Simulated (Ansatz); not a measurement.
The calculation's input:

```
crystal:
  lattice:
    - [4.3630765282, 0.0, 0.0]
    - [-2.1815382641, 3.7785351121, 0.0]
    - [0.0, 0.0, 5.803068108]
  atoms:
    - { symbol: Te, position: [0.731, 0.731, 0.0] }
    - { symbol: Te, position: [0.0, 0.269, 0.6666666667] }
    - { symbol: Te, position: [0.269, 0.0, 0.3333333333] }
hamiltonian:
  xc: pbesol
  pseudopotentials: { kind: paw }
kpoints:
  mp_grid: { grid: [7, 7, 5] }
scf:
  occupations: { method: fermi_dirac, width: 0.05 }
output:
  forces: true
  stress: true
  eigenvalues: true
  write_density: true
  write_potential: true
  elf: true
  volumetric_format: npy
```

Command:

```sh
ansatz run input.yaml --threads 2 --pin off --max-ram 5632MiB --backend cpu --events-out ev --progress --plain --runs-dir out
```

Below, planes, directions and counts refer to the conventional cell (a = 4.36 Å, b = 4.36 Å, c = 5.80 Å, α = 90.00°, β = 90.00°, γ = 120.00°).

Space group P3₁21; not relaxed (largest force 0.5 eV/Å); computed pressure about 2 GPa in this cell.

Method: Ansatz, Kohn-Sham DFT of a periodic cell, PBEsol, Ansatz PAW.

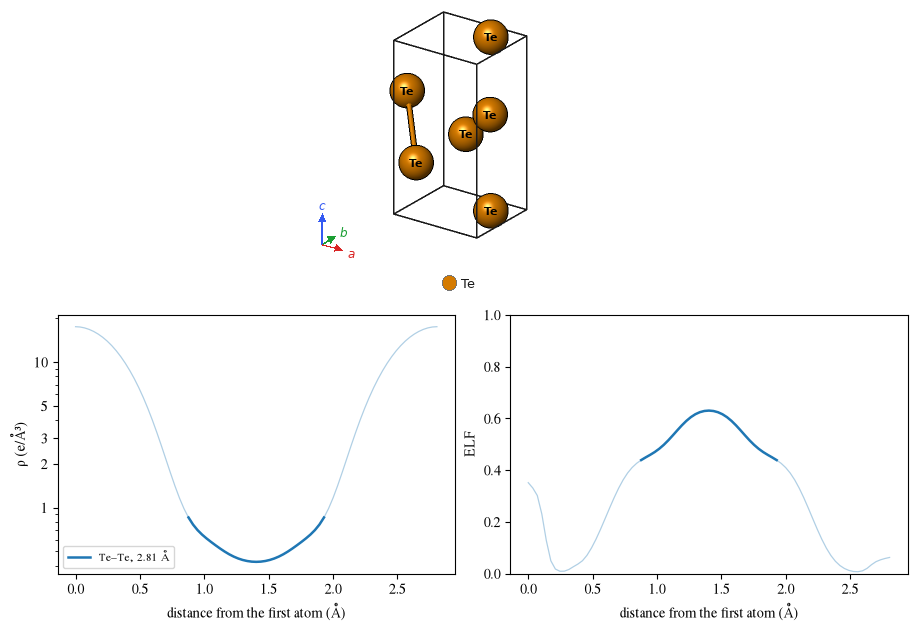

Te. Valence electron density and electron localisation function along straight lines between neighbouring atoms. Thin, pale parts lie inside the atomic spheres. The structure is drawn too.

The density is the valence pseudo-density of a PAW calculation; it isn't the true density close to the nuclei.

What can be read from the curves?

Answer. Te–Te (2.81 Å): the density is about 0.42 e/Å³ at the midpoint; the ELF peaks at about 0.65 between the atoms.
